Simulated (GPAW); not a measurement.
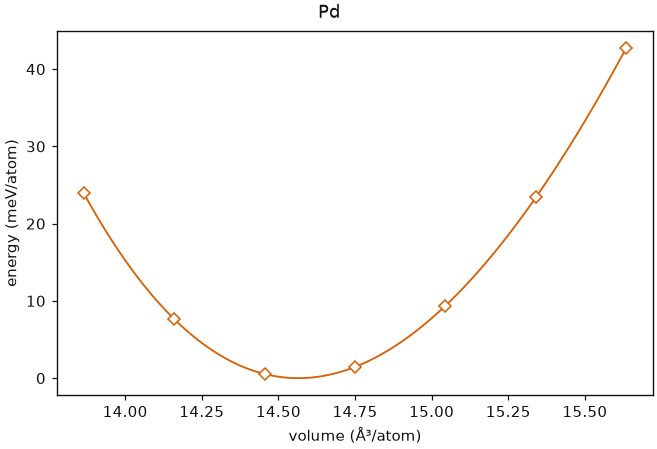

The picture above shows the energy against volume for Pd, space group Fm-3m (No. 225).

Structure:
```yaml
crystal:
  lattice:
    - [0.00000, 1.94650, 1.94650]
    - [1.94650, 0.00000, 1.94650]
    - [1.94650, 1.94650, 0.00000]
  atoms:
    - { symbol: Pd, position: [0.00000, 0.00000, 0.00000] }
```

Method: PAW DFT in plane waves, on a grid or in atomic orbitals, no spin polarisation; energies at scaled volumes of the given cell, shape and fractions fixed, counted from the fit's minimum, third-order Birch-Murnaghan fit (GPAW 26.7.0). Level: PBEsol.

```csv
setting,value
k mesh,12×12×12
occupations,Fermi–Dirac
smearing width,0.05 eV
potentials,PAW data sets made by gpaw setup for the functional
wave cutoff,600 eV
program settings,basis pw
```

This calculation gives: equilibrium volume 14.56 Å³/atom and bulk modulus 204 GPa.

Now the level changes from PBEsol to PBEsol with D3(BJ). The second calculation uses k mesh 9×9×9. Predict the effect.

The equilibrium volume falls from 14.56 to 14.09 Å³/atom (−3.2 %) and the bulk modulus rises from 204 to 231 GPa (+13 %).

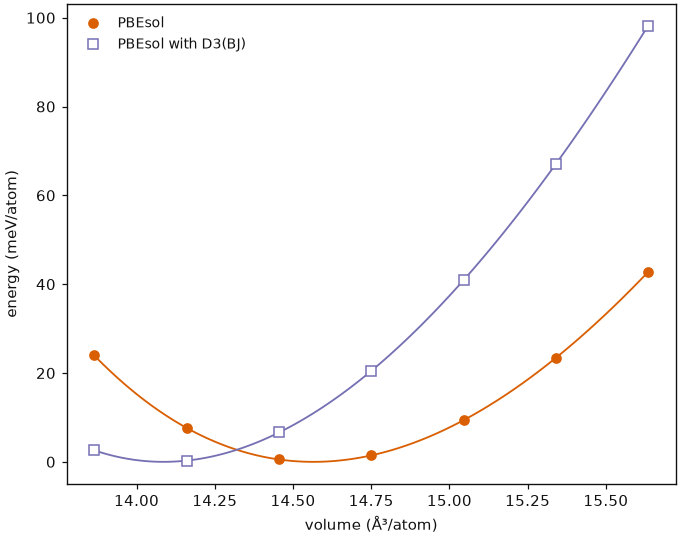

The two results together.

V0 and the bulk modulus come from third-order Birch–Murnaghan fits.
